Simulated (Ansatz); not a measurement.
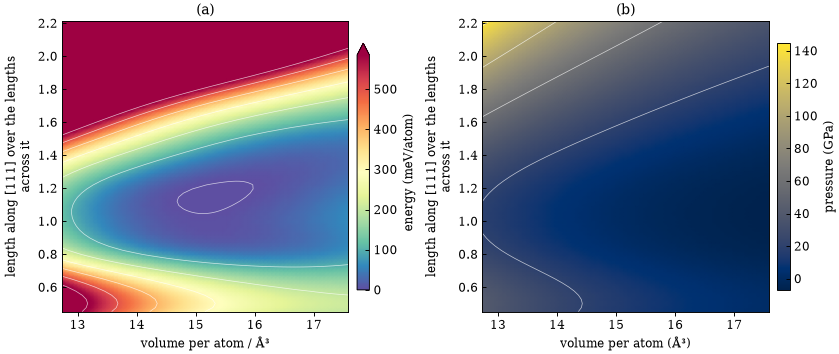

Zn (Fm-3m, No. 225; 1 atom in the cell). The energy is mapped over volume and the cell's shape. The first coordinate is: volume per atom; the second: length along [111] over the lengths across it, relative to the cubic cell. Nothing is relaxed (symmetry fixes all fractional coordinates). The grid has 7 × 9 points. Points are written as (first, second). Energies are in meV/atom, from the lowest grid point. The calculation used DFT PBE, scalar-relativistic, plane waves, PAW in Ansatz. Settings: cutoff 520 eV, k-mesh 22×22×22, gaussian smearing 0.15 eV, no spin polarisation.

Panel (a) is the energy; panel (b) is the computed pressure, in GPa.

The picture shows a smooth colour map with a few white contour lines, one colour for all values above the top of the scale. Between grid points the surface is interpolated.

### How does the pressure vary over the map, and what is it at the lowest grid point?

It runs from −7 GPa at (17.59 Å³, 1.000) [fcc] to 145 GPa at (12.73 Å³, 2.211). At the lowest grid point, (15.97 Å³, 1.219), it is −2 GPa. The pressure is minus the slope of the energy with volume, so it vanishes at the true minimum, which need not be a grid point.

```tsv
second ↓, first →	12.73	13.54	14.35	15.16	15.97	16.78	17.59
2.211	145	114	90	72	57	45	36
1.813	83	63	47	35	26	19	13
1.487	44	31	21	13	7	3	0
1.219	24	14	7	2	−2	−4	−6
1.000	19	10	4	0	−3	−5	−7
0.820	24	15	8	3	−1	−3	−5
0.672	34	23	15	9	5	1	−1
0.551	41	29	20	13	8	4	1
0.452	41	29	20	13	8	4	1
```
